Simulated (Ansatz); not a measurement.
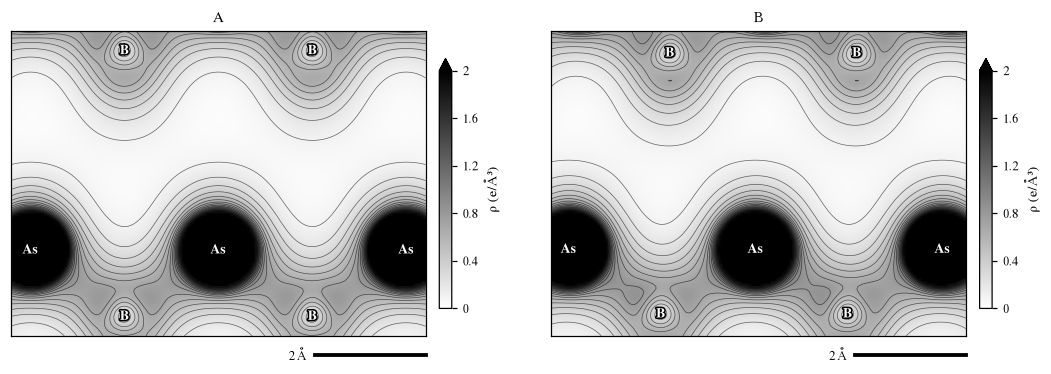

BAs. The valence pseudo-density of two cells that differ in size and shape, on the (101̄) plane of each (indices in the axes of the calculation cell), at one length scale and on one colour scale: A has 13.7 Å³ an atom and B 13.0.

Computed with DFT, PBE, plane waves, PAW (Ansatz 0.2.0).

### What changes from the larger cell to the smaller?

From the larger cell to the smaller, B–As goes from 2.07 to 2.02 Å, and the density at its midpoint from 0.78 to 0.84 e/Å³; the pressure goes from 2.2 to 11 GPa; the Kohn–Sham gap goes from 1.2 eV to 0.95 eV.
